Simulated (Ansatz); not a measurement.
**Field-gradient calculation of CaO**

- system: CaO (Imm2, 2 atoms in the cell)
- method: DFT, PBE, all-electron PAW with datasets made for the crystal, scalar-relativistic, no spin polarisation (Ansatz 0.2.0)

The structure derives from an entry of the Crystallography Open Database. It belongs to a series of runs on one base structure; here: atom 1 (Ca) moved by [0.141421, 0.141421, 0.0] Å, crystal datasets. Figures and captions count atoms from 1; the log counts them from 0 in places.

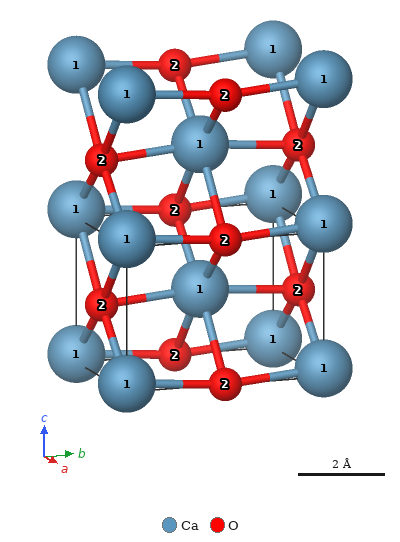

The structure as given in the input (ball-and-stick view of the cell 2 times as large as that of the calculation, set on its symmetry axes, repeated 1 × 1 × 2, seen slightly off an axis; atoms are numbered from 1 in the order of the input). An atom can appear more than once, as a periodic image.

### Summary

| quantity | value |
| --- | --- |
| outcome | converged |
| space group (tolerance 0.01 Å) | Imm2 (44) |
| electrons in bands (core shells apart) | 16 |
| free energy | −20566.2171 eV |
| Fermi energy | 9.405 eV |
| gap on the k-point mesh | 3.97 eV |
| pressure | −2.61 GPa |
| field gradient V_zz (10²¹ V/m²) | Ca −0.65, O −0.32 |
| largest force (length of the vector) | 0.474 eV/Å |
| hardware | 1 thread of Arm Neoverse V1, 24 GiB of memory available, shared host |
| wall time | 17 s |
| peak memory | 0.51 GiB |

### The input
```yaml
crystal:
  lattice:
    - [0.0, 2.449, 2.449]
    - [2.449, 0.0, 2.449]
    - [2.449, 2.449, 0.0]
  atoms:
    - { symbol: Ca, position: [0.0, 0.0, 0.0577464271] }
    - { symbol: O, position: [0.5, 0.5, 0.5] }
kpoints:
  mp_grid: { grid: [9, 9, 9] }
scf:
  occupations: { method: fermi_dirac, width: 0.03 }
hamiltonian:
  xc: pbe
  pseudopotentials: { kind: all_electron, datasets: crystal }
output:
  forces: true
  stress: true
  eigenvalues: true
  efg: { contact_densities: true }
```

Launch command:
```bash
ansatz run input.yaml --threads 1 --pin off --max-ram 2048MiB --backend cpu --events-out ev --progress --plain --runs-dir out
```

### Log
```
hamiltonian.pseudopotentials.datasets: crystal makes datasets for this crystal and solves the spheres of its atoms anew in each pass: cutoff 300.0 eV, the density's 1200.0 eV; recipe 2d597422f444.33, for an error of 0.50 meV an atom under PBE, 1.0 meV for the cell; an energy difference from a run of another recipe may be off by several times the error for the cell, under r2SCAN by more, where some 0.1 meV an atom stays at smaller errors; O in spheres of 1.053 Å, 6 of its electrons in bands; Ca in spheres of 1.254 Å, 10 of its electrons in bands
Engine: ansatz 0.2.0, aarch64-unknown-linux-gnu
Pseudopotentials: kind: all_electron
Pseudopotential: Ca, paw, valence charge 10, recommended cutoff 300 eV (normal), crystal/all_electron/pbe/scalar/gaussian/Ca, Koelling and Harmon's equation, gaussian nucleus
Pseudopotential: O, paw, valence charge 6, recommended cutoff 300 eV (normal), crystal/all_electron/pbe/scalar/gaussian/O, Koelling and Harmon's equation, gaussian nucleus
Functional definition: PBE
  parameter kappa = 0.804
  parameter beta = 0.06672455060314922
  exchange = pbe_x(kappa = kappa, mu = beta*pi^2/3)
  correlation = pbe_c(beta = beta)
Crystal: 2 atoms, lattice volume = 29.376 Å³
Basis set: ecut = 300 eV, 331 PW (Γ), exchange–correlation on 40×40×40 points (8 copies of the dense FFT grid, shifted against one another)
Bands: 12, of which v1, the nominal top of the filled ones, is band 8 counted from 1 (7 counted from 0)
Symmetry: 4 space group operations
Space group: Imm2 (ITA 44), of the structure as read, at distance tolerance 3.1e-5 Å
k-points: 125 of 729 (time reversal used)
Non-local potential: Ca, projectors of the file, l = 0: 2, l = 1: 2, l = 2: 2
Non-local potential: O, projectors of the file, l = 0: 1, l = 1: 2
PAW form: soft (Blöchl's): semilocal exchange-correlation on the pseudo side does not see the compensation charge
PAW one-centre angular grid: Ca, 110 points (default); XC on its mesh's 1937 points in the sphere
PAW one-centre angular grid: O, 110 points (default); XC on its mesh's 1961 points in the sphere
Initial density: superposition of atomic densities (neutral atoms: chi_scale 0, normalization atom)
Initial wavefunctions: pseudopotential atomic-orbital guess
Functional: x = pbe(κ = 0.804, μ = 0.2195149727645171), c = pbe(β = 0.06672455060314922)
iter 1 solved again at ethr=4.40e-2 eV; its pass at ethr=1.00e-1 eV (dr2=7.04e0 eV) is discarded
SCF iter   1: F=—  HF=-20567.813886 eV  |F-HF|=—  |Δ(HF+E_count)|=         —  Δρ=1.45e-1  dr2=7.00e0  ethr=4.40e-2  ⟨swp⟩=2.1  Hψ=8423  notcnv=0
preconditioner: auto → none  [insulator: Δε(μ)=6.424 eV  Ē_g=19.042 eV  σ=0.030 eV  W_gap=1.00  n_scr=8 (ndim 8)  ℏωp=25.6 eV  f_vac=0.000  D(μ)=0.00/eV (n_scr^D=0)  ε∞_Penn≈2.8]
SCF iter   2: F=—  HF=-20567.297439 eV  |F-HF|=—  |Δ(HF+E_count)|=   5.16e-1  Δρ=1.47e-1  dr2=5.07e0  ethr=4.37e-2  ⟨swp⟩=4.3  Hψ=4395  notcnv=0  defer=5
iter 3 solved again at ethr=1.17e-3 eV; its pass at ethr=3.17e-2 eV (dr2=1.87e-1 eV) is discarded
SCF iter   3: F=—  HF=-20566.210581 eV  |F-HF|=—  |Δ(HF+E_count)|=    1.09e0  Δρ=2.07e-2  dr2=1.86e-1  ethr=1.17e-3  ⟨swp⟩=2.9  Hψ=6855  notcnv=0  defer=12
SCF iter   4: F=—  HF=-20566.233759 eV  |F-HF|=—  |Δ(HF+E_count)|=   2.32e-2  Δρ=1.42e-2  dr2=7.11e-2  ethr=1.16e-3  ⟨swp⟩=4.0  Hψ=4228  notcnv=0  defer=2
SCF iter   5: F=—  HF=-20566.219612 eV  |F-HF|=—  |Δ(HF+E_count)|=   1.41e-2  Δρ=6.56e-3  dr2=1.65e-2  ethr=4.44e-4  ⟨swp⟩=3.0  Hψ=3809  notcnv=1  defer=5
SCF iter   6: F=—  HF=-20566.216067 eV  |F-HF|=—  |Δ(HF+E_count)|=   3.54e-3  Δρ=4.46e-4  dr2=4.98e-5  ethr=1.03e-4  ⟨swp⟩=3.4  Hψ=3808  notcnv=0  defer=4
SCF iter   7: F=—  HF=-20566.217121 eV  |F-HF|=—  |Δ(HF+E_count)|=   1.05e-3  Δρ=1.84e-4  dr2=2.54e-6  ethr=3.11e-7  ⟨swp⟩=3.3  Hψ=4094  notcnv=0  defer=1
SCF iter   8: F=—  HF=-20566.217126 eV  |F-HF|=—  |Δ(HF+E_count)|=   5.31e-6  Δρ=5.49e-5  dr2=3.89e-7  ethr=1.59e-8  ⟨swp⟩=3.0  Hψ=3328  notcnv=0  defer=1
SCF iter   9: F=-20566.217126 eV  HF=-20566.217126 eV  |F-HF|=2.30e-8  |Δ(HF+E_count)|=   2.24e-7  Δρ=1.74e-5  dr2=4.61e-8  ethr=2.43e-9  ⟨swp⟩=3.0  Hψ=2875  notcnv=0  defer=1
SCF 1 converged in 9 iterations: F = -20566.217126 eV  dr2 = 4.61e-8
  Residual-converged pass: ⟨swp⟩=4.0  Hψ=3837  notcnv=0  max |occ|·‖R‖ = 5.2e-6 eV (tolerance 5.3e-6 eV)  dr2=4.49e-8  dr2_onsite=2.40e-8  max |Δocc| = 0.0e0
  greatest PAW one-centre occupation: 0.988 electrons in one spin orbital (limit 2), on the Ca atom at site 0 (counted from 0), in its partial waves of l = 0
```

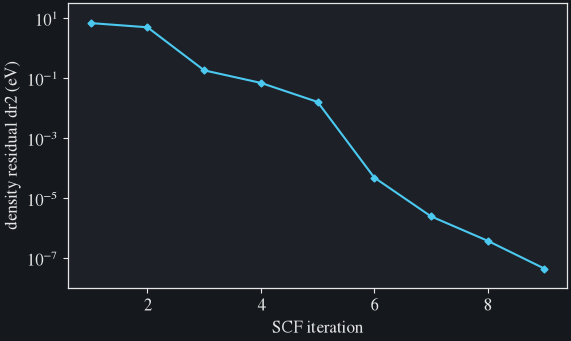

Convergence of the self-consistent field: density residual dr2 against the SCF iteration. The residual falls at every step.

```
SCF converged after 9 iterations
Free energy (F): -20566.217126 eV
Harris-Foulkes:  -20566.217126 eV  (|F-HF|=2.30e-8)
Internal energy: -20566.217126 eV  (E = F + TS)
E sigma→0 (E₀):  -20566.217126 eV
Past the cutoff: the bands carry plane waves up to 1.75 times it, of which those up to 1.5 times it add -0.000219 eV an atom, each by itself; the spheres take 0.000254 eV an atom off the energy for waves past 1.75 times it
By the cutoff:   a pressure is off by up to 0.007 GPa (1.2 times the spheres' own share and the shells' term, over an atom's volume, and 0.004 GPa: a bound that held against runs at twice the plane waves)
Past the cutoffs: a stress includes 0.0024 GPa for waves and charges beyond them, in addition to the slope of what the spheres take
In the spheres:  the bands' charges fall short by 6.0e-7 e at most (sound up to 1e-3)
Fermi energy:    9.404911 eV
--- Per-component energies (eV) ---
  E_band       = -104.973078
  E_kinetic    = 266.728692
  E_local      = -614.306855  (includes V_loc(G=0)·N_el)
  E_nonlocal   = -10.771489
  E_hartree    = 321.961220
  E_xc         = -119.628571
  E_vxc        = -155.323298  (∫ρ·V_xc dr)
  E_paw        = -20726.771589  (= ΣΔE_a)
  E_vpaw       = -1658.138342  (= ΣTr[D̂ρ^β])
  E_ewald      = -1106.347315
  E_smearing   = -0.000000  (= −TS)
  E_closure    = 1422.918780  (closes the sum)
  Σ components = -20566.217126   (vs F -20566.217126, Δ=0.00e0)
  The terms above E_closure are by the made datasets' own strengths, without shells solved beside the bands.
--- Forces (eV/Å), atoms counted from 1 ---
  atom   1  Ca    -0.33519835    -0.33519835     0.00000000
  atom   2  O      0.33524001     0.33524001     0.00000000
  max |Σ_I F_I| component: 4.17e-5 eV/Å
--- Stress (GPa, compression-positive) ---
       -1.853384      -0.257569       0.000000
       -0.257569      -1.853384       0.000000
        0.000000       0.000000      -4.132677
  P = ⅓ Tr σ = -2.6131 GPa (-26.131 kbar)
--- PAW observables at the nuclei: V_zz in 10²¹ V/m², potentials from the cell's mean, atoms counted from 1 ---
  atom   1  Ca V_zz =    -0.648357   η = 0.2453   by run symmetry: allowed
            electrostatic potential = -2216.245802 V   contact ρ = 41298.175842 e/Å³
  atom   2  O  V_zz =    -0.322064   η = 0.9053   by run symmetry: allowed
            electrostatic potential = -623.982740 V   contact ρ = 2157.425218 e/Å³
--- Band table (eV; the first three rows and the last of 125) ---
  k-point 0: bands = ["-30.3127", "-11.1451", "-11.1139", "-11.1112", "-7.8782", "7.4074", "7.4124", "7.4177", "11.7726", "13.6324"]
  k-point 1: bands = ["-30.3035", "-11.2664", "-11.1238", "-11.1168", "-7.7451", "6.9879", "7.2727", "7.3087", "12.2967", "13.7138"]
  k-point 2: bands = ["-30.2800", "-11.5493", "-11.1381", "-11.1311", "-7.4424", "6.2009", "6.9478", "6.9889", "13.3254", "13.8520"]
  k-point 124: bands = ["-30.2087", "-11.5924", "-11.3996", "-11.3066", "-7.5539", "6.2037", "6.7334", "7.0684", "11.7003", "15.2429"]
```

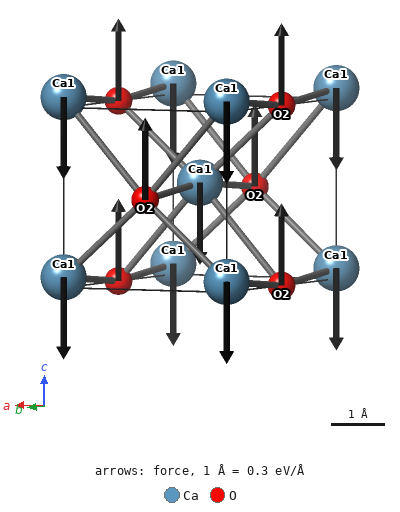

Forces on the atoms as black arrows (ball-and-stick view of the cell 2 times as large as that of the calculation, set on its symmetry axes, seen at an oblique angle; atoms are numbered from 1 in the order of the input). The largest act on O2 (0.47 eV/Å); Ca1 (0.47 eV/Å). The geometry is not a stationary point of this energy.

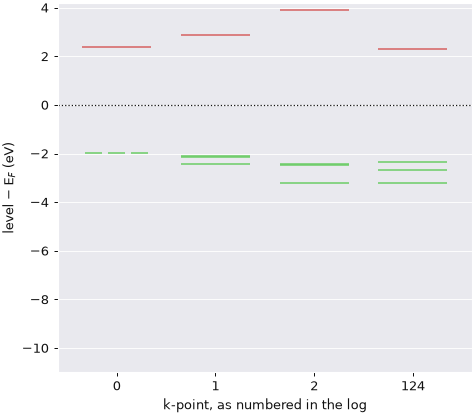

Kohn–Sham levels near the Fermi level (dotted) at the few k-points that the log prints; levels within 0.02 eV of each other stand side by side. Among these points the highest filled and lowest empty levels are 4.28 eV apart; the gap on the full mesh, 3.97 eV, has an edge at a point that isn't printed.
